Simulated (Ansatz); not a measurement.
# C9O (slab): what the fields show

The calculation's input:

```
crystal:
  lattice:
    - [7.3951485247, 0.0, 0.0]
    - [-3.6975742623, 6.4043864871, 0.0]
    - [0.0, 0.0, 18.1481100066]
  atoms:
    - { symbol: C, position: [0.5555555556, 0.4444444444, 0.440817253] }
    - { symbol: C, position: [0.5555555556, 0.7777777778, 0.440817253] }
    - { symbol: C, position: [0.5555555556, 0.1111111111, 0.440817253] }
    - { symbol: C, position: [0.8888888889, 0.4444444444, 0.440817253] }
    - { symbol: C, position: [0.8888888889, 0.7777777778, 0.440817253] }
    - { symbol: C, position: [0.8888888889, 0.1111111111, 0.440817253] }
    - { symbol: C, position: [0.2222222222, 0.4444444444, 0.440817253] }
    - { symbol: C, position: [0.2222222222, 0.7777777778, 0.440817253] }
    - { symbol: C, position: [0.2222222222, 0.1111111111, 0.440817253] }
    - { symbol: C, position: [0.4444444444, 0.2222222222, 0.4409059678] }
    - { symbol: C, position: [0.4444444444, 0.5555555556, 0.4409059678] }
    - { symbol: C, position: [0.4444444444, 0.8888888889, 0.4409059678] }
    - { symbol: C, position: [0.7777777778, 0.2222222222, 0.4409059678] }
    - { symbol: C, position: [0.7777777778, 0.5555555556, 0.4409059678] }
    - { symbol: C, position: [0.7777777778, 0.8888888889, 0.4409059678] }
    - { symbol: C, position: [0.1111111111, 0.2222222222, 0.4409059678] }
    - { symbol: C, position: [0.1111111111, 0.5555555556, 0.4409059678] }
    - { symbol: C, position: [0.1111111111, 0.8888888889, 0.4409059678] }
    - { symbol: O, position: [-0.0751139139, 0.8343093435, 0.5740603293], spin: 2.0 }
    - { symbol: O, position: [0.1111111111, 0.8888888889, 0.5659878633] }
basis:
  ecutwfc: 420
kpoints:
  mp_grid: { grid: [3, 3, 1] }
hamiltonian:
  xc: pbe
  dispersion: d3bj
scf:
  occupations: { method: gaussian, width: 0.05 }
output:
  forces: true
  eigenvalues: true
  populations: true
  write_density: true
  write_potential: true
  elf: true
  volumetric_format: npy
magnetization:
  spin_polarized: true
relax:
  adjacent_minimum: "off"
  f_tol: 0.04
  max_steps: 100
  constraints: [{ sites: [0] }]
efield:
  axis: 3
  dipole_correction: true
  ramp_width: 0.04
```

Run with:

```sh
ansatz run input.yaml --threads 2 --pin off --max-ram 5120MiB --backend cpu --events-out ev --progress --plain --runs-dir out
```

The fields are those of the relaxed geometry.

The SCF solution may not be the lowest one; spin-polarised.

The calculation used DFT PBE+D3(BJ), scalar-relativistic, plane waves, PAW in Ansatz.

In a PAW calculation such maps are meaningful between the atoms, not at the nuclei.

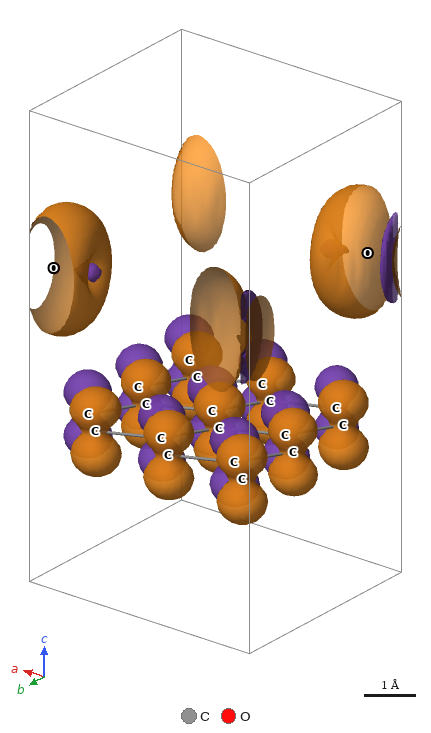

Figure 1. Isosurfaces of the spin density at +0.01 (orange) and −0.01 e/Å³ (purple), seen at an oblique angle. Sticks mark near contacts.

Question: Where is the spin, and how is it ordered?

Answer: The spin density sits on O: +0.5 μB (×2) in one cell of 20 atoms: parallel main moments (a ferromagnetic arrangement) in this solution. The cell of the calculation (20 atoms) carries 2.0 μB of net spin moment.

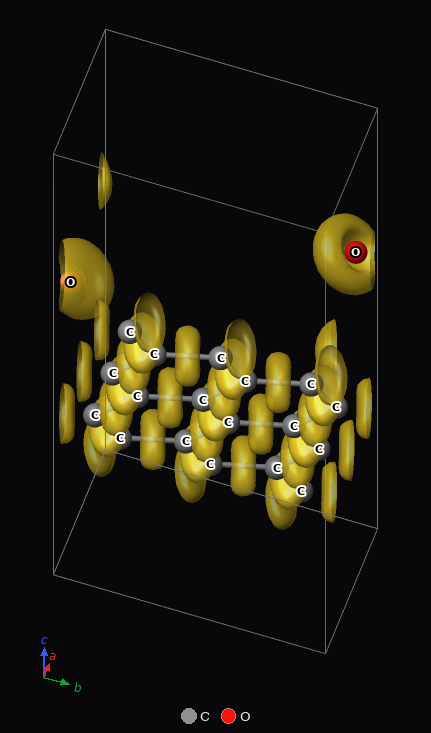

Figure 2. Isosurface of the ELF at 0.8 (yellow), seen at an oblique angle. Core shells and regions of very low density are left out. Sticks mark near contacts.

Question: Where are the electrons localised?

Answer: At this value the surface marks out 27 regions between bonded C–C atoms (shared pairs) and two lobes on O, pointing away from the bonds (non-bonding electrons, which may merge into one lobe), counted in one cell of 20 atoms. Counts are for one cell; the picture repeats the cell along the surface. Along the contacts the grid gives the following. O–O (1.22 Å): the ELF peaks at about 0.75 between the atoms (inside overlapping PAW spheres, so only a guide), as expected for a covalent bond. C–C (1.42 Å): the ELF peaks at about 0.95 between the atoms; a covalent bond.

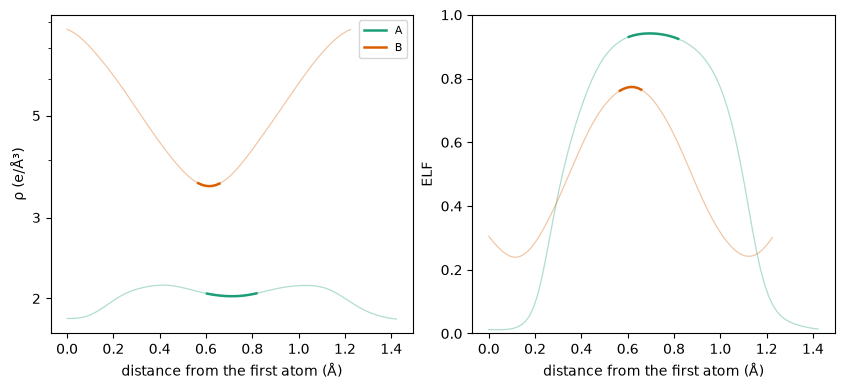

Figure 3. Valence pseudo-density and ELF along straight lines between neighbouring atoms. Thin, pale parts lie inside the atomic spheres.

Question: Which curve belongs to which contact (C–C and O–O)? The first atom named is at distance zero.

Answer: Curve A: C–C (1.42 Å): ρ at the midpoint is about 2 e/Å³; the ELF peaks at about 0.95 between the atoms; a covalent bond. Curve B: O–O (1.22 Å): ρ is about 3.5 e/Å³ halfway; the ELF peaks at about 0.75 between the atoms (inside overlapping PAW spheres, so only a guide) (localised, covalent bonding).
